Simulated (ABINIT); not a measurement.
**Geometry relaxation of ZnS (part 2 of 2)**

Continued. System: ZnS (F-43m, 2 atoms in the cell). Method: Kohn-Sham DFT of a periodic cell, PBEsol, PseudoDojo NC SR PBEsol v0.4.1 standard, no spin polarisation (ABINIT 10.8.3); cutoff 1142.88 eV, 7×7×7 k-mesh, fermi-dirac of 0.05 eV. The structure derives from an entry of the Crystallography Open Database.

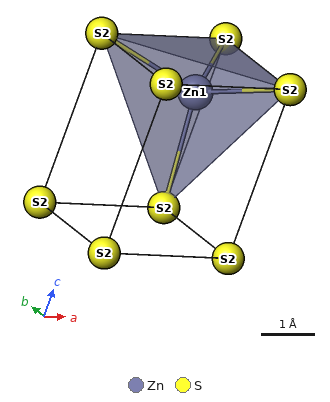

The geometry at step 2 of the log (polyhedral view of the cell of the calculation, seen at an oblique angle; polyhedra are completed across the faces of the cell; atoms are numbered from 1 in the order of the input).

### Output, continued
```
--------------------------------------------------------------------------------

---SELF-CONSISTENT-FIELD CONVERGENCE--------------------------------------------

--- !BeginCycle
iteration_state: {dtset: 1, itime: 3, icycle: 1, }
solver: {iscf: 7, nstep: 80, nline: 4, wfoptalg: 0, }
tolerances: {tolvrs: 1.00E-12, }
...

     iter   Etot(hartree)      deltaE(h)  residm     vres2
 ETOT  1  -219.92897481241    -2.199E+02 2.166E-04 7.244E+02
 ETOT  2  -219.94302176400    -1.405E-02 1.061E-04 3.107E+02
 ETOT  3  -219.99085110877    -4.783E-02 2.786E-03 2.308E+01
 ETOT  4  -219.99365213760    -2.801E-03 1.150E-04 2.973E-01
 ETOT  5  -219.99370658265    -5.445E-05 9.717E-06 4.466E-02
 ETOT  6  -219.99371116340    -4.581E-06 5.324E-07 1.551E-04
 ETOT  7  -219.99371119087    -2.746E-08 9.284E-08 9.606E-06
 ETOT  8  -219.99371119175    -8.789E-10 2.243E-07 2.376E-07
 ETOT  9  -219.99371119178    -3.098E-11 2.901E-08 1.471E-09
 ETOT 10  -219.99371119177     4.974E-12 1.001E-07 3.309E-11
 ETOT 11  -219.99371119177     3.894E-12 1.461E-08 1.080E-12
 ETOT 12  -219.99371119177    -3.695E-12 4.747E-08 3.464E-15

 At SCF step   12       vres2   =  3.46E-15 < tolvrs=  1.00E-12 =>converged.

 Cartesian components of stress tensor (hartree/bohr^3)
  sigma(1 1)= -2.21424922E-06  sigma(3 2)=  0.00000000E+00
  sigma(2 2)= -2.21424922E-06  sigma(3 1)=  0.00000000E+00
  sigma(3 3)= -2.21424922E-06  sigma(2 1)=  0.00000000E+00

--- !ResultsGS
iteration_state: {dtset: 1, itime: 3, icycle: 1, }
comment   : Summary of ground state results
lattice_vectors:
- [  0.0000000,   5.0585656,   5.0585656, ]
- [  5.0585656,   0.0000000,   5.0585656, ]
- [  5.0585656,   5.0585656,   0.0000000, ]
lattice_lengths: [   7.15389,    7.15389,    7.15389, ]
lattice_angles: [ 60.000,  60.000,  60.000, ] # degrees, (23, 13, 12)
lattice_volume:   2.5888814E+02
convergence: {deltae: -3.695E-12, res2:  3.464E-15, residm:  4.747E-08, diffor: null, }
etotal    :  -2.19993711E+02
entropy   :   0.00000000E+00
fermie    :   1.83297938E-01
cartesian_stress_tensor: # hartree/bohr^3
- [ -2.21424922E-06,   0.00000000E+00,   0.00000000E+00, ]
- [  0.00000000E+00,  -2.21424922E-06,   0.00000000E+00, ]
- [  0.00000000E+00,   0.00000000E+00,  -2.21424922E-06, ]
pressure_GPa:   6.5145E-02
xred      :
- [  7.5000E-01,   7.5000E-01,   7.5000E-01, Zn]
- [ -1.0931E-30,  -1.0931E-30,   1.8219E-30,  S]
cartesian_forces: # hartree/bohr
- [ -6.44575031E-30,  -6.44575031E-30,   1.93372509E-29, ]
- [  6.44575031E-30,   6.44575031E-30,  -1.93372509E-29, ]
force_length_stats: {min:   2.13781353E-29, max:   2.13781353E-29, mean:   2.13781353E-29, }
...

 Integrated electronic density in atomic spheres:
 ------------------------------------------------
 Atom  Sphere_radius  Integrated_density
    1        2.00000         18.14742869
    2        2.00000          3.94893066

---OUTPUT-----------------------------------------------------------------------

 Cartesian coordinates (xcart) [bohr]
  7.58784839085160E+00  7.58784839085160E+00  7.58784839085160E+00
  3.68639735419624E-30  3.68639735419625E-30 -1.10591920625887E-29
 Reduced coordinates (xred)
  7.50000000000000E-01  7.50000000000000E-01  7.50000000000000E-01
 -1.09311541555598E-30 -1.09311541555598E-30  1.82185902592664E-30
 Cartesian forces (fcart) [Ha/bohr]; max,rms= 1.93373E-29 1.23427E-29 (free atoms)
 -6.44575031080893E-30 -6.44575031080893E-30  1.93372509324268E-29
  6.44575031080893E-30  6.44575031080893E-30 -1.93372509324268E-29
 Gradient of E wrt nuclear positions in reduced coordinates (gred)
 -6.52125014982703E-29 -6.52125014982703E-29  6.52125014982703E-29
  6.52125014982703E-29  6.52125014982703E-29 -6.52125014982703E-29
 Scale of Primitive Cell (acell) [bohr]
  7.15389206904880E+00  7.15389206904880E+00  7.15389206904880E+00
 Real space primitive translations (rprimd) [bohr]
  0.00000000000000E+00  5.05856559390107E+00  5.05856559390107E+00
  5.05856559390107E+00  0.00000000000000E+00  5.05856559390107E+00
  5.05856559390107E+00  5.05856559390107E+00  0.00000000000000E+00
 Unitary Cell Volume (ucvol) [Bohr^3]=  2.58888138700463E+02
 Angles (23,13,12)= [degrees]
  6.00000000000000E+01  6.00000000000000E+01  6.00000000000000E+01
 Lengths [Bohr]
  7.15389206904880E+00  7.15389206904880E+00  7.15389206904880E+00
 Stress tensor in cartesian coordinates (strten) [Ha/bohr^3]
 -2.21424921639790E-06  0.00000000000000E+00  0.00000000000000E+00
  0.00000000000000E+00 -2.21424921640137E-06  0.00000000000000E+00
  0.00000000000000E+00  0.00000000000000E+00 -2.21424921640311E-06
 Total energy (etotal) [Ha]= -2.19993711191771E+02

 Difference of energy with previous step (new-old):
           Absolute (Ha)=-1.50627E-04
           Relative     =-6.84688E-07

--- Iteration: ( 4/50) Internal Cycle: (1/1)
--------------------------------------------------------------------------------

---SELF-CONSISTENT-FIELD CONVERGENCE--------------------------------------------

--- !BeginCycle
iteration_state: {dtset: 1, itime: 4, icycle: 1, }
solver: {iscf: 7, nstep: 80, nline: 4, wfoptalg: 0, }
tolerances: {tolvrs: 1.00E-12, }
...

     iter   Etot(hartree)      deltaE(h)  residm     vres2
 ETOT  1  -219.99358867338    -2.200E+02 1.167E-07 1.267E+00
 ETOT  2  -219.99361702840    -2.836E-05 1.538E-07 5.961E-01
 ETOT  3  -219.99370890605    -9.188E-05 4.468E-06 2.039E-02
 ETOT  4  -219.99371139313    -2.487E-06 1.015E-07 2.769E-04
 ETOT  5  -219.99371143134    -3.821E-08 5.805E-09 2.432E-05
 ETOT  6  -219.99371143259    -1.255E-09 7.034E-10 1.266E-07
 ETOT  7  -219.99371143259    -1.165E-12 1.638E-09 5.492E-09
 ETOT  8  -219.99371143260    -4.547E-12 2.692E-10 4.457E-11
 ETOT  9  -219.99371143259     6.935E-12 8.193E-10 2.090E-12
 ETOT 10  -219.99371143259    -3.723E-12 1.362E-10 9.330E-14

 At SCF step   10       vres2   =  9.33E-14 < tolvrs=  1.00E-12 =>converged.

 Cartesian components of stress tensor (hartree/bohr^3)
  sigma(1 1)=  6.51276067E-08  sigma(3 2)=  0.00000000E+00
  sigma(2 2)=  6.51276067E-08  sigma(3 1)=  0.00000000E+00
  sigma(3 3)=  6.51276067E-08  sigma(2 1)=  0.00000000E+00

--- !ResultsGS
iteration_state: {dtset: 1, itime: 4, icycle: 1, }
comment   : Summary of ground state results
lattice_vectors:
- [  0.0000000,   5.0599973,   5.0599973, ]
- [  5.0599973,   0.0000000,   5.0599973, ]
- [  5.0599973,   5.0599973,   0.0000000, ]
lattice_lengths: [   7.15592,    7.15592,    7.15592, ]
lattice_angles: [ 60.000,  60.000,  60.000, ] # degrees, (23, 13, 12)
lattice_volume:   2.5910801E+02
convergence: {deltae: -3.723E-12, res2:  9.330E-14, residm:  1.362E-10, diffor: null, }
etotal    :  -2.19993711E+02
entropy   :   0.00000000E+00
fermie    :   1.82884837E-01
cartesian_stress_tensor: # hartree/bohr^3
- [  6.51276067E-08,   0.00000000E+00,   0.00000000E+00, ]
- [  0.00000000E+00,   6.51276067E-08,   0.00000000E+00, ]
- [  0.00000000E+00,   0.00000000E+00,   6.51276067E-08, ]
pressure_GPa:  -1.9161E-03
xred      :
- [  7.5000E-01,   7.5000E-01,   7.5000E-01, Zn]
- [ -2.8634E-30,  -2.8634E-30,   4.7724E-30,  S]
cartesian_forces: # hartree/bohr
- [ -6.85966373E-30,  -6.85966373E-30,   2.05789912E-29, ]
- [  6.85966373E-30,   6.85966373E-30,  -2.05789912E-29, ]
force_length_stats: {min:   2.27509308E-29, max:   2.27509308E-29, mean:   2.27509308E-29, }
...

 Integrated electronic density in atomic spheres:
 ------------------------------------------------
 Atom  Sphere_radius  Integrated_density
    1        2.00000         18.13540219
    2        2.00000          3.93074424

---OUTPUT-----------------------------------------------------------------------

 Cartesian coordinates (xcart) [bohr]
  7.58999592535897E+00  7.58999592535897E+00  7.58999592535897E+00
  9.65935431198417E-30  9.65935431198418E-30 -2.89780629359525E-29
 Reduced coordinates (xred)
  7.50000000000000E-01  7.50000000000000E-01  7.50000000000000E-01
 -2.86344649136771E-30 -2.86344649136772E-30  4.77241081894619E-30
 Cartesian forces (fcart) [Ha/bohr]; max,rms= 2.05790E-29 1.31353E-29 (free atoms)
 -6.85966372796496E-30 -6.85966372796496E-30  2.05789911838949E-29
  6.85966372796496E-30  6.85966372796496E-30 -2.05789911838949E-29
 Gradient of E wrt nuclear positions in reduced coordinates (gred)
 -6.94197596594490E-29 -6.94197596594491E-29  6.94197596594490E-29
  6.94197596594490E-29  6.94197596594491E-29 -6.94197596594490E-29
 Scale of Primitive Cell (acell) [bohr]
  7.15591678399946E+00  7.15591678399946E+00  7.15591678399946E+00
 Real space primitive translations (rprimd) [bohr]
  0.00000000000000E+00  5.05999728357265E+00  5.05999728357265E+00
  5.05999728357265E+00  0.00000000000000E+00  5.05999728357265E+00
  5.05999728357265E+00  5.05999728357265E+00  0.00000000000000E+00
 Unitary Cell Volume (ucvol) [Bohr^3]=  2.59108014698308E+02
 Angles (23,13,12)= [degrees]
  6.00000000000000E+01  6.00000000000000E+01  6.00000000000000E+01
 Lengths [Bohr]
  7.15591678399946E+00  7.15591678399946E+00  7.15591678399946E+00
 Stress tensor in cartesian coordinates (strten) [Ha/bohr^3]
  6.51276066895856E-08  0.00000000000000E+00  0.00000000000000E+00
  0.00000000000000E+00  6.51276066861162E-08  0.00000000000000E+00
  0.00000000000000E+00  0.00000000000000E+00  6.51276066913203E-08
 Total energy (etotal) [Ha]= -2.19993711432595E+02

 Difference of energy with previous step (new-old):
           Absolute (Ha)=-2.40823E-07
           Relative     =-1.09468E-09

 At Broyd/MD step   4, gradients are converged :
  max grad (force/stress) = 6.5128E-06 < tolmxf= 2.0000E-05 ha/bohr (free atoms)

================================================================================

 ----iterations are completed or convergence reached----

 Mean square residual over all n,k,spin=   40.129E-14; max=  13.625E-11
 reduced coordinates (array xred) for    2 atoms
       0.750000000000      0.750000000000      0.750000000000
      -0.000000000000     -0.000000000000      0.000000000000
 rms dE/dt=  9.5246E-29; max dE/dt=  1.3463E-28; dE/dt below (all hartree)
    1      -0.000000000000     -0.000000000000      0.000000000000
    2       0.000000000000      0.000000000000     -0.000000000000

 cartesian coordinates (angstrom) at end:
    1      4.01645287182179     4.01645287182179     4.01645287182179
    2      0.00000000000000     0.00000000000000    -0.00000000000000

 cartesian forces (hartree/bohr) at end:
    1     -0.00000000000000    -0.00000000000000     0.00000000000000
    2      0.00000000000000     0.00000000000000    -0.00000000000000
 frms,max,avg= 1.3135256E-29 2.0578991E-29   0.000E+00  0.000E+00  0.000E+00 h/b

 cartesian forces (eV/Angstrom) at end:
    1     -0.00000000000000    -0.00000000000000     0.00000000000000
    2      0.00000000000000     0.00000000000000    -0.00000000000000
 frms,max,avg= 6.7544202E-28 1.0582143E-27   0.000E+00  0.000E+00  0.000E+00 e/A
 length scales=  7.155916783999  7.155916783999  7.155916783999 bohr
              =  3.786748082642  3.786748082642  3.786748082642 angstroms
 Fermi (or HOMO) energy (hartree) =   0.18288   Average Vxc (hartree)=  -0.37606
 Eigenvalues (hartree) for nkpt=  20  k points:
 kpt#   1, nband= 17, wtk=  0.00292, kpt=  0.0000  0.0000  0.0000 (reduced coord)
  -4.43788   -2.75925   -2.75925   -2.75925   -0.34707   -0.09477   -0.09477   -0.09477
  -0.07525   -0.07525    0.14335    0.14335    0.14335    0.22020    0.37335    0.37335
   0.37335
      occupation numbers for kpt#   1
   2.00000    2.00000    2.00000    2.00000    2.00000    2.00000    2.00000    2.00000
   2.00000    2.00000    2.00000    2.00000    2.00000    0.00000    0.00000    0.00000
   0.00000
 prteigrs : prtvol=0 or 1, do not print more k-points.

--- !EnergyTerms
iteration_state     : {dtset: 1, itime: 4, icycle: 1, }
comment             : Components of total free energy in Hartree
kinetic             :  9.62097414828234E+01
hartree             :  9.14981031336343E+01
xc                  : -2.54204050305043E+01
Ewald energy        : -1.08273995730934E+02
psp_core            :  3.54133354833806E+00
local_psp           : -2.31057602042953E+02
non_local_psp       : -4.64908867929974E+01
internal            : -2.19993711432594E+02
'-kT*entropy'       : -7.13327436191810E-13
total_energy        : -2.19993711432595E+02
total_energy_eV     : -5.98633385347922E+03
band_energy         : -2.65737545953360E+01
...

 Cartesian components of stress tensor (hartree/bohr^3)
  sigma(1 1)=  6.51276067E-08  sigma(3 2)=  0.00000000E+00
  sigma(2 2)=  6.51276067E-08  sigma(3 1)=  0.00000000E+00
  sigma(3 3)=  6.51276067E-08  sigma(2 1)=  0.00000000E+00

-Cartesian components of stress tensor (GPa)         [Pressure= -1.9161E-03 GPa]
- sigma(1 1)=  1.91612034E-03  sigma(3 2)=  0.00000000E+00
- sigma(2 2)=  1.91612034E-03  sigma(3 1)=  0.00000000E+00
- sigma(3 3)=  1.91612034E-03  sigma(2 1)=  0.00000000E+00

== END DATASET(S) ==============================================================
================================================================================

 -outvars: echo values of variables after computation  --------
            acell      7.1559167840E+00  7.1559167840E+00  7.1559167840E+00 Bohr
           etotal     -2.1999371143E+02
            fcart     -6.8596637280E-30 -6.8596637280E-30  2.0578991184E-29
                       6.8596637280E-30  6.8596637280E-30 -2.0578991184E-29
            rprim      0.0000000000E+00  7.0710678119E-01  7.0710678119E-01
                       7.0710678119E-01  0.0000000000E+00  7.0710678119E-01
                       7.0710678119E-01  7.0710678119E-01  0.0000000000E+00
           strten      6.5127606690E-08  6.5127606686E-08  6.5127606691E-08
                       0.0000000000E+00  0.0000000000E+00  0.0000000000E+00
           xangst      4.0164528718E+00  4.0164528718E+00  4.0164528718E+00
                       5.1115101705E-30  5.1115101705E-30 -1.5334530511E-29
             xred      7.5000000000E-01  7.5000000000E-01  7.5000000000E-01
                      -2.8634464914E-30 -2.8634464914E-30  4.7724108189E-30
 Calculation completed.
```

### Trajectory as extended XYZ (Å, eV, eV/Å), 4 frames, from step=0 to step=3
```
2
Lattice="0.0000 2.7020 2.7020 2.7020 0.0000 2.7020 2.7020 2.7020 0.0000" Properties=species:S:1:pos:R:3:forces:R:3 step=0 energy=-5986.32701
Zn    4.0530    4.0530    4.0530    0.0000   0.0000   0.0000
S     0.0000    0.0000    0.0000    0.0000   0.0000   0.0000
2
Lattice="0.0000 2.6964 2.6964 2.6964 0.0000 2.6964 2.6964 2.6964 0.0000" Properties=species:S:1:pos:R:3:forces:R:3 step=1 energy=-5986.32975
Zn    4.0447    4.0447    4.0447    0.0000   0.0000   0.0000
S     0.0000    0.0000    0.0000    0.0000   0.0000   0.0000
2
Lattice="0.0000 2.6769 2.6769 2.6769 0.0000 2.6769 2.6769 2.6769 0.0000" Properties=species:S:1:pos:R:3:forces:R:3 step=2 energy=-5986.33385
Zn    4.0153    4.0153    4.0153    0.0000   0.0000   0.0000
S     0.0000    0.0000    0.0000    0.0000   0.0000   0.0000
2
Lattice="0.0000 2.6776 2.6776 2.6776 0.0000 2.6776 2.6776 2.6776 0.0000" Properties=species:S:1:pos:R:3:forces:R:3 step=3 energy=-5986.33385
Zn    4.0165    4.0165    4.0165    0.0000   0.0000   0.0000
S     0.0000    0.0000    0.0000    0.0000   0.0000   0.0000
```

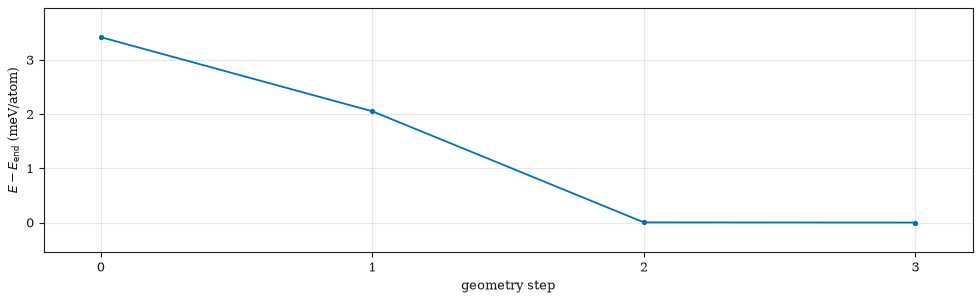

Progress of the relaxation, step by step (steps are counted from 0).

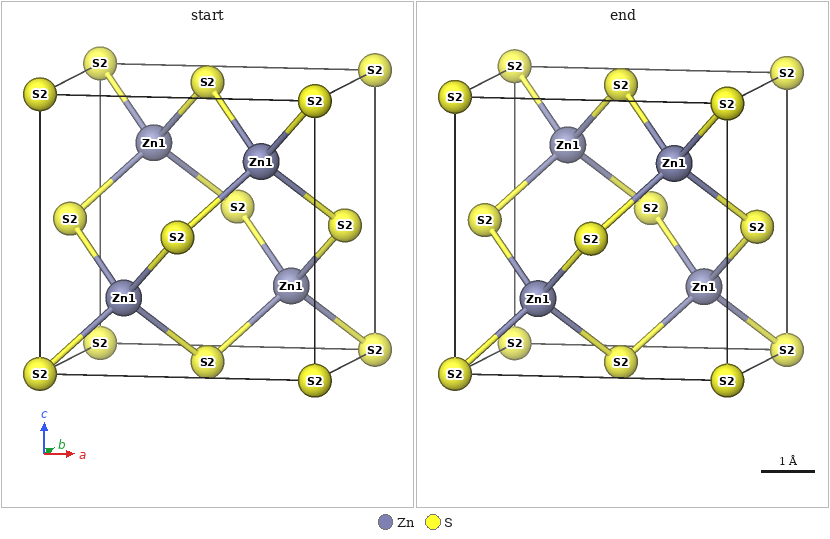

Before (left) and after (right) the relaxation, at one scale (ball-and-stick view of the cell 4 times as large as that of the calculation, set on its symmetry axes, seen slightly off an axis). Over 3 geometry steps the energy falls by 3.4 meV per atom. All forces vanish by symmetry, so only the cell relaxes. The atoms keep their places relative to the cell (all moves are under 0.005 Å). The volume changes by −2.7 %, with a = b = c 5.404 → 5.355 Å (−0.9 %). Distances before and after: Zn1–S2 2.340 → 2.319 Å. The space group stays F-43m (No. 216). (Atoms are counted from 1 in the order of the input.)

This output came from the following input.

### The input
```
# Pseudopotentials
pp_dirpath "./"
pseudos "Zn.upf, S.upf"

# Structure
acell 3.8212050455 3.8212050455 3.8212050455 Angstrom
rprim
     0.0000000000     0.7071067812     0.7071067812
     0.7071067812     0.0000000000     0.7071067812
     0.7071067812     0.7071067812     0.0000000000
ntypat 2
znucl 30 16
natom 2
typat 1 2
chkprim 0
chksymtnons 0
tolsym 1.0e-6
xred
            3/4            3/4            3/4
            0.0            0.0            0.0

# Plane-wave basis
ecut 42.0
ecutsm 0.5

# k points
kptopt 1
ngkpt 7 7 7
nshiftk 1
shiftk 0.0 0.0 0.0

# Exchange and correlation
ixc -116133

# Bands and occupations
nband 17
occopt 3
tsmear 0.00183747

# SCF cycle
nstep 80
tolvrs 1.0e-12

# Output
iomode 3
prteig 0
prtebands 0
prtwf 0
prtden 0

# Relaxation
ionmov 2
optcell 2
ntime 50
tolmxf 2.0e-5
dilatmx 1.08
```

Launched with:
```bash
mpirun --bind-to none -np 4 abinit run.abi > log 2>&1
```

### Summary

- outcome: converged
- space group (tolerance 0.01 Å): F-43m (216)
- electrons treated: 26
- free energy: −5986.3339 eV
- Fermi energy: 4.977 eV
- gap on the k-point mesh: 2.09 eV
- pressure: 0.00 GPa
- final volume: 38.40 Å³
- largest force (length of the vector) at the end: under 0.001 eV/Å
- final cell: a = 3.787 Å, b = 3.787 Å, c = 3.787 Å, α = 60.00°, β = 60.00°, γ = 60.00°
- hardware: 4 threads of Arm Neoverse V1, 24 GiB of memory available, shared host
- wall time: 71 s (CPU time 4.7 min)
- peak memory: 0.4 GiB
